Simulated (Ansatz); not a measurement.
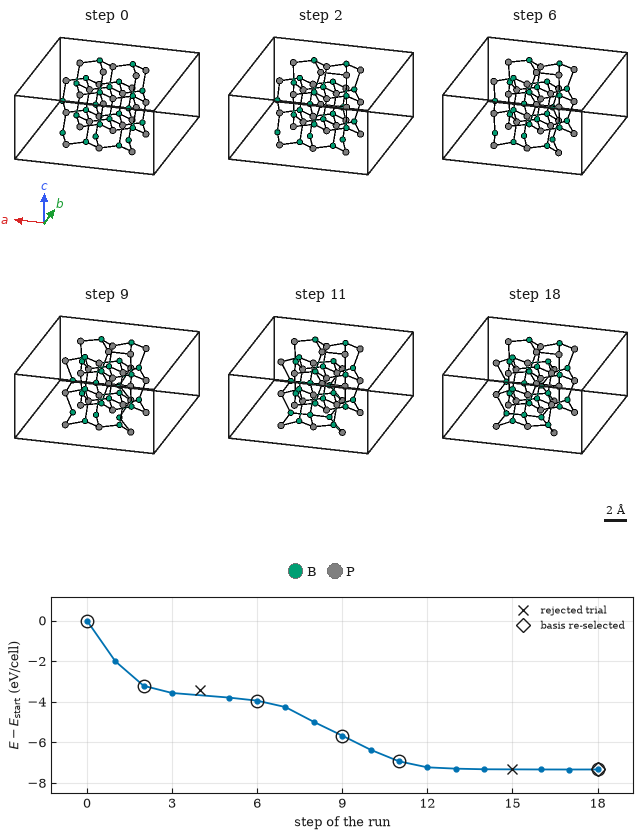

Frames of a relaxation of a wire of composition BP, marked on the history of the run. The picture is a ball-and-stick view of the 2 repeat of the cell, with the vacuum cut short (origin shifted), seen from a free direction.

Case: wire along [1 1 0], 20 atoms a period.

All numbers below come from DFT PBE, scalar-relativistic, plane waves, PAW in Ansatz.

Input
```yaml
crystal:
  lattice:
    - [15.4, 0.0, 0.0]
    - [0.0, 17.3, 0.0]
    - [0.0, 0.0, 3.2161364922]
  atoms:
    - { symbol: B, position: [0.5, 0.5328634671, 0.0], spin: 0.3 }
    - { symbol: B, position: [0.5, 0.2699557303, 0.0], spin: 0.3 }
    - { symbol: P, position: [0.5, 0.5985904013, 0.5], spin: 0.3 }
    - { symbol: P, position: [0.5, 0.3356826645, 0.5], spin: 0.3 }
    - { symbol: B, position: [0.395579984, 0.6643173355, 0.5], spin: 0.3 }
    - { symbol: B, position: [0.395579984, 0.4014095987, 0.5], spin: 0.3 }
    - { symbol: P, position: [0.604420016, 0.7300442697, 0.0], spin: 0.3 }
    - { symbol: P, position: [0.604420016, 0.4671365329, 0.0], spin: 0.3 }
    - { symbol: B, position: [0.604420016, 0.6643173355, 0.5], spin: 0.3 }
    - { symbol: B, position: [0.604420016, 0.4014095987, 0.5], spin: 0.3 }
    - { symbol: P, position: [0.395579984, 0.7300442697, 1.0], spin: 0.3 }
    - { symbol: P, position: [0.395579984, 0.4671365329, 1.0], spin: 0.3 }
    - { symbol: B, position: [0.291159968, 0.5328634671, 1.0], spin: 0.3 }
    - { symbol: B, position: [0.291159968, 0.2699557303, 1.0], spin: 0.3 }
    - { symbol: B, position: [0.708840032, 0.5328634671, 0.0], spin: 0.3 }
    - { symbol: B, position: [0.708840032, 0.2699557303, 0.0], spin: 0.3 }
    - { symbol: P, position: [0.291159968, 0.5985904013, 0.5], spin: 0.3 }
    - { symbol: P, position: [0.291159968, 0.3356826645, 0.5], spin: 0.3 }
    - { symbol: P, position: [0.708840032, 0.5985904013, 0.5], spin: 0.3 }
    - { symbol: P, position: [0.708840032, 0.3356826645, 0.5], spin: 0.3 }
basis:
  ecutwfc: 420
kpoints:
  mp_grid: { grid: [1, 1, 10] }
hamiltonian:
  xc: pbe
scf:
  occupations: { method: gaussian, width: 0.05 }
  lower_state_search: "off"
output:
  forces: true
  stress: true
  eigenvalues: true
  populations: true
  write_density: true
  write_potential: true
  elf: true
  volumetric_format: npy
magnetization:
  spin_polarized: true
relax:
  adjacent_minimum: "off"
  f_tol: 0.02
  max_steps: 45
  cell: { fix: [a, b, alpha, beta, gamma], stress_tol: 0.03 }
```

Launched with:
```bash
ansatz run input.yaml --threads 4 --pin off --max-ram 11264MiB --backend cpu --events-out ev --progress --plain --runs-dir out
```

Q: Describe the path.

A: The largest moves relative to the layer's centre, 1.52 Å, are those of B14 and B16. By element the largest moves are B 1.52 Å, P 0.75 Å. Along the periodic axis the drawn cell goes c 6.432 → 6.389 Å (−0.7 %). Some distances before and after: B2–B14 3.216 → 1.704 Å, P4–B14 3.771 → 2.638 Å, P7–P11 3.216 → 2.204 Å, B10–P20 1.969 → 2.041 Å. New bonds form: B2–B14 (3.22 → 1.70 Å), B2–B16 (3.22 → 1.70 Å), P7–P11 (3.22 → 2.20 Å). Among the angles between lasting bonds that change: B6–P18–B14 109.5° → 83.1°, B1–P8–B15 109.5° → 92.2°, B5–P17–B13 109.5° → 93.4°. After 15 accepted moves (18 points after the start) the energy has fallen by 7.331 eV per cell of the calculation. The largest force component goes from 2.6 to 0.015 eV/Å. The line search rejected the trial steps at points 4, 15 of the run. At 1 point the geometry stayed and the basis and grid were re-selected for the new cell (energy shift of 1.2 meV per cell of the calculation at most each time). The program noted that the starting moments weren't kept. The run may lie on a higher electronic state than the lowest, so the end point isn't shown to be the ground-state structure. From step 0 to 2: P atoms move most (0.35 Å), energy −3.211 eV per cell of the calculation. From step 2 to 6: B atoms move most (0.39 Å), energy −0.732 eV per cell of the calculation. From step 6 to 9: B atoms move most (0.54 Å), energy −1.722 eV per cell of the calculation. From step 9 to 11: B atoms move most (0.38 Å), energy −1.265 eV per cell of the calculation. From step 11 to 18: P atoms move most (0.22 Å), energy −0.402 eV per cell of the calculation.

```csv
step,"E − E(0), meV/atom","largest force component, eV/Å",note
0,0.00,2.5606,
1,-100.11,1.5913,
2,-160.55,0.9992,
3,-178.24,1.0179,
4,-171.72,3.5902,rejected
5,-189.52,0.5609,
6,-197.13,0.7387,
7,-212.95,1.3867,
8,-249.46,1.9521,
9,-283.22,1.1267,
10,-317.99,0.9088,
11,-346.48,0.9558,
12,-361.27,0.8519,
13,-364.55,0.4138,
14,-366.06,0.3323,
15,-366.03,0.3472,rejected
16,-366.55,0.0823,
17,-366.63,0.0152,
18,-366.57,0.0151,"same geometry, new basis"
```
